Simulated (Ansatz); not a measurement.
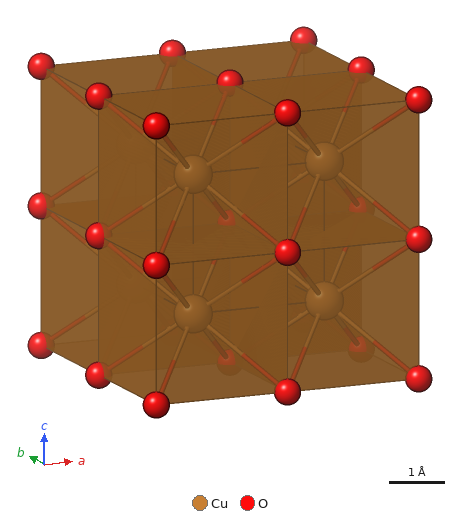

The starting point is a crystal of CuO (a generated structure, set up in Pm-3m). Style: polyhedral. Shown: the cell of the calculation, slightly off an axis.

Level of theory: DFT, PBE, PAW with Ansatz's default frozen-core files, scalar-relativistic (Ansatz). Set-up: plane-wave cutoff 420 eV; k-point mesh 12 × 12 × 12; occupations fermi dirac; smearing width 0.08 eV; no spin polarisation.

Change: All lengths are scaled by −2.0 % (volume −5.9 %), the atoms keeping their fractional coordinates. No relaxation follows.

Q: What does the calculation give for the changed structure?

A: The energy rises by 18.5 meV per atom. Pressure: 0.0 GPa before, 12.2 GPa after. All forces vanish by symmetry. Some distances before and after: Cu–O 2.284 → 2.237 Å. The space group stays Pm-3m (No. 221).

The changed structure in the same view:

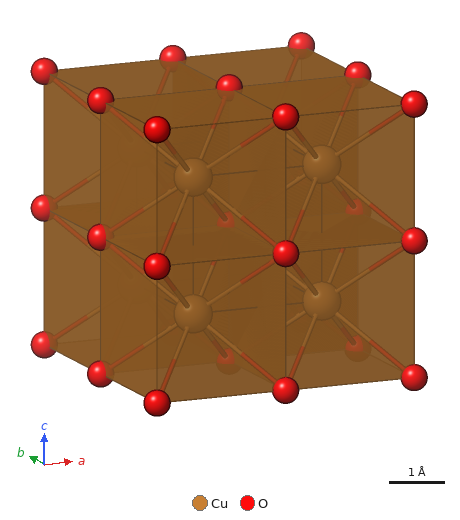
